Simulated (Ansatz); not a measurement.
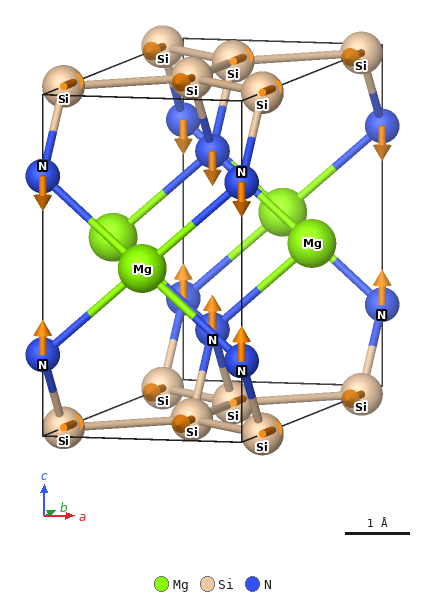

A relaxation of solid MgSi2N2 (a generated structure, set up in Cmmm) (coarse preliminary run). The starting structure is drawn; orange arrows show the displacements (the part carried along by the change of the cell is left out), 50 times their true length.

A ball-and-stick model of the conventional cell (2 times the calculation's cell), seen slightly off an axis. Lengths and directions refer to the drawn axes.

Computed with Ansatz 0.2.0, DFT PBE, scalar-relativistic, plane waves, PAW.

Input file:
```yaml
crystal:
  lattice:
    - [1.6332051662, -4.1327447149, 0.0]
    - [1.6332051662, 4.1327447149, 0.0]
    - [0.0, 0.0, 5.4350133999]
  atoms:
    - { symbol: Mg, position: [0.5, 0.5, 0.5] }
    - { symbol: Si, position: [0.1474931476, 0.8525068524, 0.0] }
    - { symbol: Si, position: [0.8525068524, 0.1474931476, 0.0] }
    - { symbol: "N", position: [0.0, 0.0, 0.2383676392] }
    - { symbol: "N", position: [0.0, 0.0, 0.7616323608] }
basis:
  ecutwfc: 420
kpoints:
  mp_grid: { grid: [6, 6, 4] }
hamiltonian:
  xc: pbe
scf:
  occupations: { method: gaussian, width: 0.1 }
  lower_state_search: "off"
output:
  forces: true
  stress: true
  eigenvalues: true
relax:
  adjacent_minimum: "off"
  f_tol: 0.04
  max_steps: 70
  cell: { stress_tol: 0.4 }
```

Command:
```bash
ansatz run input.yaml --threads 1 --pin off --max-ram 2560MiB --backend cpu --events-out ev --progress --plain --runs-dir out
```

Q: Atoms of which element are displaced furthest, and by how much?

A: Silicon: up to 0.018 Å, against 0.011 Å for nitrogen.

Q: Describe the change and its energy.

A: The largest moves relative to the cell, 0.018 Å, are those of Si2 and Si3. Si2 goes along −b. Largest moves by element: Si 0.018 Å, N 0.011 Å. Mg stays in place. The volume changes by +0.5 %, with a 3.266 → 3.339 Å (+2.2 %), b 8.265 → 8.130 Å (−1.6 %), c 5.435 → 5.432 Å (0.0 %). Some distances before and after: Mg1–N4 2.165 → 2.185 Å, Si2–Si3 2.353 → 2.334 Å, Si2–N4 1.779 → 1.785 Å, Si2–Si3 (another image) 2.438 → 2.434 Å. Bond angles that change, for instance: Si2–Si3–Si2 87.9° → 91.3°. The space group stays Cmmm (No. 65). After 4 accepted moves (5 points after the start) the energy has fallen by 35.1 meV per cell of the calculation. Largest force component: 0.49 eV/Å at the start, 0.012 eV/Å at the end. The pressure goes from 0.46 to 0.04 GPa. The SCF was repeated once at an unchanged geometry on a basis and grid sized afresh for the cell, which shifted the energy by 1.3 meV per cell of the calculation at most. Cost: 36 s on 1 thread of AMD EPYC (Zen 3), on a shared host, peak memory 0.39 GiB.
